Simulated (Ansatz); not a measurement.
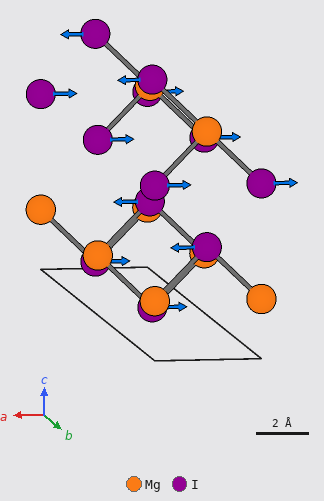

Phonons of a free-standing layer of MgI$_{2}$ (a generated structure), space group P-3m1 (No. 164), at the zone centre. The optical levels lie at 12 (×2), 24, 62 (×2), 63 (×2), 105, 108, 175 (×4), 291 (×2) cm⁻¹. One mode is drawn. Displacements are drawn as blue arrows; their common scale and sign are arbitrary. A ball-and-stick model of the 1 × 2 repeat of the cell, outlined in the plane, without the vacuum, seen from a free direction.

Method: DFT PBE+D3(BJ), scalar-relativistic, plane waves, PAW in Ansatz 0.2.0. Set-up: plane-wave cutoff 420 eV; k-point mesh 6 × 6 × 1; occupations fixed; no spin polarisation.

Frequencies are those without the non-analytic (LO–TO) term.

### To which level does it belong?

The level at 63 cm⁻¹. This is the E_g mode (doubly degenerate; one member of the set is drawn), optical level 4 of 8, counted from below, Raman-active by symmetry. The Mg atoms hardly move; all motion is along a of the drawn cell; atoms of one kind move against one another, with no net shift of any sublattice.
